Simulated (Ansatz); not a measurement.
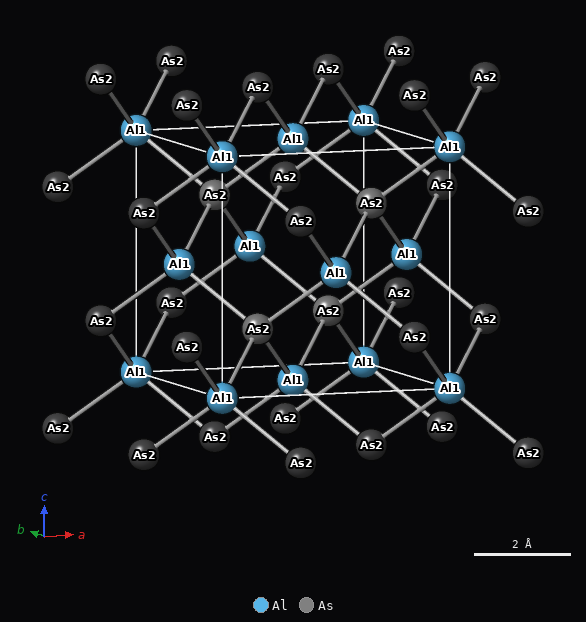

Figure 1. The input geometry (ball-and-stick view of the cell 4 times as large as that of the calculation, set on its symmetry axes, seen slightly off an axis; neighbours outside the cell are drawn fainter; atoms are numbered from 1 in the order of the input).

**AlAs: geometry relaxation (part 1 of 2)**

System: AlAs (F-43m, 2 atoms in the cell).
Method: DFT PBE, scalar-relativistic, plane waves, PAW, no spin polarisation (Ansatz 0.2.0).

The structure was made by swapping elements on the sites of another compound; it need not be a known phase. It belongs to a series of runs on one base structure; here: N -> As on all its sites, cell and atoms relaxed. Figures and captions count atoms from 1; the log counts them from 0 in places.

The input
```yaml
crystal:
  lattice:
    - [0.0, 2.5444972067, 2.5444972067]
    - [2.5444972067, 0.0, 2.5444972067]
    - [2.5444972067, 2.5444972067, 0.0]
  atoms:
    - { symbol: Al, position: [0.0, 0.0, 0.0] }
    - { symbol: As, position: [0.75, 0.75, 0.75] }
basis:
  ecutwfc: 420
kpoints:
  mp_grid: { grid: [6, 6, 6] }
hamiltonian:
  xc: pbe
scf:
  occupations: { method: gaussian, width: 0.1 }
output:
  forces: true
  stress: true
  eigenvalues: true
relax:
  adjacent_minimum: "off"
  f_tol: 0.05
  max_steps: 60
  cell: { stress_tol: 0.5 }
```

Run on 1 thread of Intel Xeon @ 2.90GHz (Ice Lake), 192 GiB of memory available, shared host.

Run as:
```bash
ansatz run input.yaml --threads 1 --pin off --max-ram 2560MiB --backend cpu --events-out ev --progress --plain --runs-dir out
```

Output
```
Engine: ansatz 0.2.0, x86_64-unknown-linux-gnu
Pseudopotentials: kind: paw
Pseudopotential: Al, paw, valence charge 3, recommended cutoff 420 eV (normal), Al.paw.azcp
Pseudopotential: As, paw, valence charge 15, recommended cutoff 420 eV (normal), As.paw.azcp
Functional definition: PBE
  parameter kappa = 0.804
  parameter beta = 0.06672455060314922
  exchange = pbe_x(kappa = kappa, mu = beta*pi^2/3)
  correlation = pbe_c(beta = beta)
Crystal: 2 atoms, lattice volume = 32.949 Å³
Basis set: ecut = 420 eV, 645 PW (Γ), exchange–correlation on 50×50×50 points (8 copies of the dense FFT grid, shifted against one another)
Bands: 13, of which v1, the nominal top of the filled ones, is band 9 counted from 1 (8 counted from 0)
Symmetry: 24 space group operations
Space group: F-43m (ITA 216), of the structure as read, at distance tolerance 3.2e-5 Å
k-points: 16 of 216 (time reversal used)
Non-local potential: Al, projectors of the file, l = 0: 2, l = 1: 2, l = 2: 1
Non-local potential: As, projectors of the file, l = 0: 2, l = 1: 2, l = 2: 3, l = 3: 1
PAW form: soft (Blöchl's): semilocal exchange-correlation on the pseudo side does not see the compensation charge
PAW one-centre angular grid: Al, 110 points (default); XC on 64 Gauss nodes
PAW one-centre angular grid: As, 590 points (default); XC on 64 Gauss nodes
Initial density: superposition of atomic densities (neutral atoms: chi_scale 0, normalization atom), corrected by the library's trained network
Initial wavefunctions: pseudopotential atomic-orbital guess
Functional: x = pbe(κ = 0.804, μ = 0.2195149727645171), c = pbe(β = 0.06672455060314922)
SCF iter   1: F=—  HF=-5392.983401 eV  |F-HF|=—  |Δ(HF+E_count)|=         —  Δρ=1.21e-3  dr2=5.61e-4  ethr=1.77e-3  ⟨swp⟩=5.2  Hψ=1241  notcnv=0
preconditioner: auto → none  [insulator: Δε(μ)=0.711 eV  Ē_g=11.717 eV  σ=0.100 eV  W_gap=1.00  n_scr=8 (ndim 8)  ℏωp=18.3 eV  f_vac=0.000  D(μ)=0.00/eV (n_scr^D=0)  ε∞_Penn≈3.4]
SCF iter   2: F=—  HF=-5392.983244 eV  |F-HF|=—  |Δ(HF+E_count)|=   1.58e-4  Δρ=8.02e-4  dr2=1.19e-4  ethr=3.12e-6  ⟨swp⟩=2.1  Hψ=476  notcnv=0
SCF iter   3: F=—  HF=-5392.983202 eV  |F-HF|=—  |Δ(HF+E_count)|=   4.16e-5  Δρ=3.96e-4  dr2=2.64e-5  ethr=6.63e-7  ⟨swp⟩=2.0  Hψ=348  notcnv=0
SCF iter   4: F=—  HF=-5392.983160 eV  |F-HF|=—  |Δ(HF+E_count)|=   4.25e-5  Δρ=6.20e-5  dr2=1.22e-6  ethr=1.47e-7  ⟨swp⟩=2.0  Hψ=337  notcnv=0
iter 5 did not close the SCF: its close was put off for the readings that it lacked (scf_convergence_deferred on its scf_iter line)
SCF iter   5: F=-5392.983159 eV  HF=-5392.983159 eV  |F-HF|=9.13e-9  |Δ(HF+E_count)|=   3.88e-7  Δρ=1.28e-5  dr2=4.54e-8  ethr=6.76e-9  ⟨swp⟩=2.0  Hψ=352  notcnv=0
SCF iter   6: F=-5392.983159 eV  HF=-5392.983159 eV  |F-HF|=1.53e-9  |Δ(HF+E_count)|=   3.70e-8  Δρ=2.72e-6  dr2=1.08e-9  ethr=2.52e-10  ⟨swp⟩=2.0  Hψ=727  notcnv=0
SCF 1 converged in 6 iterations: F = -5392.983159 eV  dr2 = 1.08e-9
  greatest PAW one-centre occupation: 0.999 electrons in one spin orbital (limit 2), on the As atom at site 1 (counted from 0), in its partial waves of l = 2
relax step   1: F+E_penalty+E_count = -5392.98315933 eV  Δ(F+E_penalty+E_count) = +0.000e0 eV  max|allowed force component| = 1.126e-16 eV/Å  Δτ_max = 0.0000 Å  P = +49.935 GPa  Ω = 32.949 Å³  (6 SCF iters, dr2 threshold 1.00e-7 eV, accepted)
Crystal: 2 atoms, lattice volume = 38.006 Å³
Basis set: ecut = 420 eV, 725 PW (Γ), exchange–correlation on 50×50×50 points (8 copies of the dense FFT grid, shifted against one another)
Initial density: handed on by an earlier stage of this run
Initial wavefunctions: those handed on with the density
iter 1 solved again at ethr=1.85e-4 eV; its pass at ethr=3.10e-3 eV (dr2=3.33e-2 eV) is discarded
SCF iter   1: F=—  HF=-5394.084416 eV  |F-HF|=—  |Δ(HF+E_count)|=         —  Δρ=8.18e-3  dr2=3.31e-2  ethr=1.85e-4  ⟨swp⟩=1.1  Hψ=1684  notcnv=0
preconditioner: auto → none  [insulator: Δε(μ)=1.043 eV  Ē_g=10.858 eV  σ=0.100 eV  W_gap=1.00  n_scr=14 (ndim 8)  ℏωp=17.0 eV  f_vac=0.011  D(μ)=0.00/eV (n_scr^D=0)  ε∞_Penn≈3.5]
SCF iter   2: F=—  HF=-5394.078005 eV  |F-HF|=—  |Δ(HF+E_count)|=   6.41e-3  Δρ=3.60e-3  dr2=4.85e-3  ethr=1.84e-4  ⟨swp⟩=2.7  Hψ=291  notcnv=0
SCF iter   3: F=—  HF=-5394.077927 eV  |F-HF|=—  |Δ(HF+E_count)|=   7.84e-5  Δρ=7.53e-4  dr2=3.21e-4  ethr=2.69e-5  ⟨swp⟩=2.1  Hψ=390  notcnv=0
SCF iter   4: F=—  HF=-5394.077757 eV  |F-HF|=—  |Δ(HF+E_count)|=   1.70e-4  Δρ=2.72e-4  dr2=1.70e-5  ethr=1.78e-6  ⟨swp⟩=2.0  Hψ=352  notcnv=0
SCF iter   5: F=—  HF=-5394.077724 eV  |F-HF|=—  |Δ(HF+E_count)|=   3.27e-5  Δρ=2.58e-5  dr2=2.68e-7  ethr=9.46e-8  ⟨swp⟩=3.0  Hψ=365  notcnv=0
SCF iter   6: F=-5394.077724 eV  HF=-5394.077724 eV  |F-HF|=7.24e-9  |Δ(HF+E_count)|=   2.18e-7  Δρ=5.36e-6  dr2=5.68e-9  ethr=1.11e-9  ⟨swp⟩=6.9  Hψ=1156  notcnv=0
SCF 2 converged in 6 iterations: F = -5394.077724 eV  dr2 = 5.68e-9
relax step   2: F+E_penalty+E_count = -5394.07772437 eV  Δ(F+E_penalty+E_count) = -1.095e0 eV  max|allowed force component| = 8.471e-17 eV/Å  Δτ_max = 0.0000 Å  P = +22.248 GPa  Ω = 38.006 Å³  energy of the carried Pulay correction = -1.325e-3 eV  (6 SCF iters, dr2 threshold 2.00e-7 eV, accepted)
Crystal: 2 atoms, lattice volume = 43.330 Å³
Basis set: ecut = 420 eV, 869 PW (Γ), exchange–correlation on 50×50×50 points (8 copies of the dense FFT grid, shifted against one another)
iter 1 solved again at ethr=1.44e-4 eV; its pass at ethr=3.10e-3 eV (dr2=2.58e-2 eV) is discarded
SCF iter   1: F=—  HF=-5394.526170 eV  |F-HF|=—  |Δ(HF+E_count)|=         —  Δρ=6.34e-3  dr2=2.58e-2  ethr=1.44e-4  ⟨swp⟩=1.0  Hψ=1763  notcnv=0
preconditioner: auto → none  [insulator: Δε(μ)=1.327 eV  Ē_g=10.139 eV  σ=0.100 eV  W_gap=1.00  n_scr=14 (ndim 8)  ℏωp=16.0 eV  f_vac=0.020  D(μ)=0.00/eV (n_scr^D=0)  ε∞_Penn≈3.5]
SCF iter   2: F=—  HF=-5394.521914 eV  |F-HF|=—  |Δ(HF+E_count)|=   4.26e-3  Δρ=2.79e-3  dr2=3.72e-3  ethr=1.43e-4  ⟨swp⟩=2.8  Hψ=292  notcnv=0
SCF iter   3: F=—  HF=-5394.522055 eV  |F-HF|=—  |Δ(HF+E_count)|=   1.41e-4  Δρ=6.66e-4  dr2=3.21e-4  ethr=2.07e-5  ⟨swp⟩=2.0  Hψ=345  notcnv=0
SCF iter   4: F=—  HF=-5394.521950 eV  |F-HF|=—  |Δ(HF+E_count)|=   1.05e-4  Δρ=2.23e-4  dr2=1.38e-5  ethr=1.79e-6  ⟨swp⟩=2.0  Hψ=352  notcnv=0
SCF iter   5: F=—  HF=-5394.521985 eV  |F-HF|=—  |Δ(HF+E_count)|=   3.49e-5  Δρ=2.21e-5  dr2=2.90e-7  ethr=7.69e-8  ⟨swp⟩=2.0  Hψ=351  notcnv=0
SCF iter   6: F=-5394.521985 eV  HF=-5394.521985 eV  |F-HF|=3.95e-9  |Δ(HF+E_count)|=   9.19e-8  Δρ=4.25e-6  dr2=4.55e-9  ethr=1.11e-9  ⟨swp⟩=7.1  Hψ=1169  notcnv=0
SCF 3 converged in 6 iterations: F = -5394.521985 eV  dr2 = 4.55e-9
relax step   3: F+E_penalty+E_count = -5394.52198485 eV  Δ(F+E_penalty+E_count) = -4.443e-1 eV  max|allowed force component| = 4.944e-17 eV/Å  Δτ_max = 0.0000 Å  P = +6.127 GPa  Ω = 43.330 Å³  energy of the carried Pulay correction = -2.532e-3 eV  (6 SCF iters, dr2 threshold 2.00e-7 eV, accepted)
Crystal: 2 atoms, lattice volume = 45.762 Å³
Basis set: ecut = 420 eV, 893 PW (Γ), exchange–correlation on 50×50×50 points (8 copies of the dense FFT grid, shifted against one another)
iter 1 solved again at ethr=2.28e-5 eV; its pass at ethr=3.10e-3 eV (dr2=4.11e-3 eV) is discarded
SCF iter   1: F=—  HF=-5394.577174 eV  |F-HF|=—  |Δ(HF+E_count)|=         —  Δρ=2.40e-3  dr2=4.04e-3  ethr=2.28e-5  ⟨swp⟩=2.0  Hψ=1695  notcnv=0
preconditioner: auto → none  [insulator: Δε(μ)=1.441 eV  Ē_g=9.861 eV  σ=0.100 eV  W_gap=1.00  n_scr=14 (ndim 8)  ℏωp=15.5 eV  f_vac=0.012  D(μ)=0.00/eV (n_scr^D=0)  ε∞_Penn≈3.5]
SCF iter   2: F=—  HF=-5394.576387 eV  |F-HF|=—  |Δ(HF+E_count)|=   7.87e-4  Δρ=1.05e-3  dr2=5.65e-4  ethr=2.25e-5  ⟨swp⟩=2.8  Hψ=339  notcnv=0
SCF iter   3: F=—  HF=-5394.576388 eV  |F-HF|=—  |Δ(HF+E_count)|=   1.46e-6  Δρ=2.66e-4  dr2=5.38e-5  ethr=3.14e-6  ⟨swp⟩=2.9  Hψ=359  notcnv=0
SCF iter   4: F=—  HF=-5394.576437 eV  |F-HF|=—  |Δ(HF+E_count)|=   4.85e-5  Δρ=7.49e-5  dr2=1.71e-6  ethr=2.99e-7  ⟨swp⟩=2.0  Hψ=352  notcnv=0
SCF iter   5: F=-5394.576439 eV  HF=-5394.576439 eV  |F-HF|=1.12e-8  |Δ(HF+E_count)|=   1.81e-6  Δρ=7.57e-6  dr2=3.11e-8  ethr=1.11e-9  ⟨swp⟩=7.2  Hψ=1186  notcnv=0
SCF 4 converged in 5 iterations: F = -5394.576439 eV  dr2 = 3.11e-8
relax step   4: F+E_penalty+E_count = -5394.57643867 eV  Δ(F+E_penalty+E_count) = -5.445e-2 eV  max|allowed force component| = 2.804e-17 eV/Å  Δτ_max = 0.0000 Å  P = +1.311 GPa  Ω = 45.762 Å³  energy of the carried Pulay correction = -3.030e-3 eV  (5 SCF iters, dr2 threshold 2.00e-7 eV, accepted)
Crystal: 2 atoms, lattice volume = 46.542 Å³
Basis set: ecut = 420 eV, 941 PW (Γ), exchange–correlation on 50×50×50 points (8 copies of the dense FFT grid, shifted against one another)
iter 1 solved again at ethr=2.15e-6 eV; its pass at ethr=3.10e-3 eV (dr2=3.87e-4 eV) is discarded
SCF iter   1: F=—  HF=-5394.579445 eV  |F-HF|=—  |Δ(HF+E_count)|=         —  Δρ=7.18e-4  dr2=3.72e-4  ethr=2.15e-6  ⟨swp⟩=2.6  Hψ=1599  notcnv=0
preconditioner: auto → none  [insulator: Δε(μ)=1.480 eV  Ē_g=9.779 eV  σ=0.100 eV  W_gap=1.00  n_scr=14 (ndim 8)  ℏωp=15.4 eV  f_vac=0.008  D(μ)=0.00/eV (n_scr^D=0)  ε∞_Penn≈3.5]
SCF iter   2: F=—  HF=-5394.579371 eV  |F-HF|=—  |Δ(HF+E_count)|=   7.47e-5  Δρ=3.18e-4  dr2=5.20e-5  ethr=2.07e-6  ⟨swp⟩=2.6  Hψ=326  notcnv=0
SCF iter   3: F=—  HF=-5394.579434 eV  |F-HF|=—  |Δ(HF+E_count)|=   6.29e-5  Δρ=8.49e-5  dr2=5.63e-6  ethr=2.89e-7  ⟨swp⟩=2.4  Hψ=348  notcnv=0
SCF iter   4: F=—  HF=-5394.579432 eV  |F-HF|=—  |Δ(HF+E_count)|=   1.15e-6  Δρ=2.51e-5  dr2=2.01e-7  ethr=1.11e-9  ⟨swp⟩=5.7  Hψ=1408  notcnv=0
SCF iter   5: F=-5394.579433 eV  HF=-5394.579433 eV  |F-HF|=7.53e-10  |Δ(HF+E_count)|=   1.83e-7  Δρ=2.15e-6  dr2=3.10e-9  ethr=1.11e-9  ⟨swp⟩=5.7  Hψ=888  notcnv=0
SCF 5 converged in 5 iterations: F = -5394.579433 eV  dr2 = 3.10e-9
relax step   5: F+E_penalty+E_count = -5394.57943266 eV  Δ(F+E_penalty+E_count) = -2.994e-3 eV  max|allowed force component| = 3.112e-17 eV/Å  Δτ_max = 0.0000 Å  P = -0.001 GPa  Ω = 46.542 Å³  energy of the carried Pulay correction = -3.183e-3 eV  (5 SCF iters, dr2 threshold 2.00e-7 eV, accepted)
Basis set: ecut = 420 eV, 941 PW (Γ), exchange–correlation on 54×54×54 points (8 copies of the dense FFT grid, shifted against one another)
Initial wavefunctions: pseudopotential atomic-orbital guess (no wavefunctions were taken with the density)
iter 1 solved again at ethr=1.42e-7 eV; its pass at ethr=3.10e-3 eV (dr2=2.55e-5 eV) is discarded
SCF iter   1: F=—  HF=-5394.603106 eV  |F-HF|=—  |Δ(HF+E_count)|=         —  Δρ=6.16e-4  dr2=2.61e-5  ethr=1.42e-7  ⟨swp⟩=2.5  Hψ=1713  notcnv=0
preconditioner: auto → none  [insulator: Δε(μ)=1.485 eV  Ē_g=9.779 eV  σ=0.100 eV  W_gap=1.00  n_scr=14 (ndim 8)  ℏωp=15.4 eV  f_vac=0.007  D(μ)=0.00/eV (n_scr^D=0)  ε∞_Penn≈3.5]
SCF iter   2: F=—  HF=-5394.603221 eV  |F-HF|=—  |Δ(HF+E_count)|=   1.15e-4  Δρ=3.26e-4  dr2=8.65e-6  ethr=1.42e-7  ⟨swp⟩=2.0  Hψ=352  notcnv=0
SCF iter   3: F=—  HF=-5394.603223 eV  |F-HF|=—  |Δ(HF+E_count)|=   2.31e-6  Δρ=1.27e-4  dr2=1.30e-6  ethr=4.81e-8  ⟨swp⟩=2.0  Hψ=272  notcnv=0
SCF iter   4: F=—  HF=-5394.603230 eV  |F-HF|=—  |Δ(HF+E_count)|=   6.60e-6  Δρ=2.98e-5  dr2=6.89e-8  ethr=7.23e-9  ⟨swp⟩=3.0  Hψ=352  notcnv=0
SCF iter   5: F=-5394.603231 eV  HF=-5394.603231 eV  |F-HF|=4.13e-9  |Δ(HF+E_count)|=   5.45e-7  Δρ=2.29e-6  dr2=4.45e-10  ethr=1.11e-11  ⟨swp⟩=3.0  Hψ=832  notcnv=0
SCF 6 converged in 5 iterations: F = -5394.603231 eV  dr2 = 4.45e-10
relax step   6: F+E_penalty+E_count = -5394.60323055 eV  Δ(F+E_penalty+E_count) = -2.380e-2 eV  max|allowed force component| = 3.961e-17 eV/Å  Δτ_max = 0.0000 Å  P = +0.676 GPa  Ω = 46.542 Å³  stress off target by 6.76e-1 GPa  SCF on the basis re-selected at this cell (its energy is not comparable with the rows above)  (5 SCF iters)
basis re-selected at this cell: Δ(F+E_penalty+E_count) = -2.380e-2 eV, ΔP = +0.677 GPa vs the last step (what re-selecting the basis moved, of the pressure what is left beyond the Pulay correction that the steps carried, after the strain that the cell walked since its last selection, with what the two solves' SCF thresholds leave and, on support functions, any second-order correction that the steps lacked; it is no measure of the basis error at this ecutwfc). The dense FFT grid was sized anew with the basis: this SCF ran on 27×27×27 points, the steps before it on 25×25×25, so part of this shift can come from that change (see relax.cell in the input reference). This SCF's stress stands 6.76e-1 GPa from its target on what of the cell is left free (relax.cell.stress_tol is 5.00e-1 GPa) and its largest allowed force component is 3.96e-17 eV/Å (relax.f_tol is 5.00e-2 eV/Å): not within both, so this SCF does not close the relaxation
```
